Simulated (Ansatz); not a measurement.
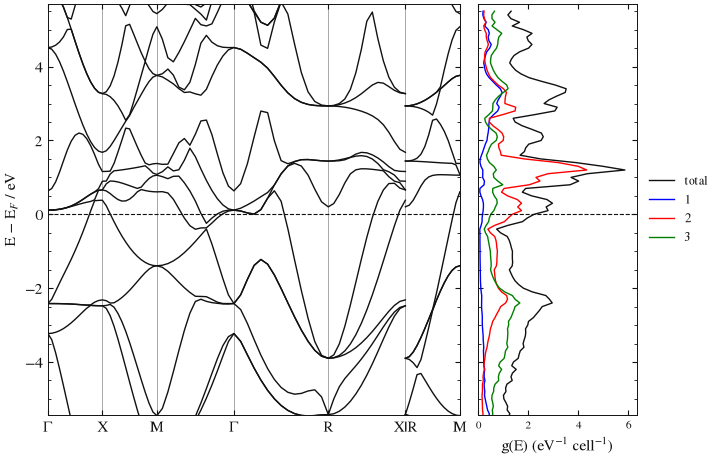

Band structure and density of states. Energies are counted from the Fermi level. The partial curves are projected on Löwdin-orthogonalised atomic shells.

Structure: TiAl₃, space group Pm-3m (No. 221), 4 atoms in the cell; a = 3.96 Å, b = 3.96 Å, c = 3.96 Å, α = 90.00°, β = 90.00°, γ = 90.00°.

Level of theory: DFT r2SCAN, scalar-relativistic, plane waves, PAW, no spin polarisation, 10×10×10 k mesh, 500 eV cutoff, Gaussian smearing of 0.1 eV; code Ansatz.

Assign each number in the legend. The candidates: Al 3p, Al 3s, Ti 3d.

Answer. 1 is Al 3s; 2 is Ti 3d; 3 is Al 3p.

Metal, semiconductor or insulator?

Answer. A metal: 3 bands cross the Fermi level along this path.
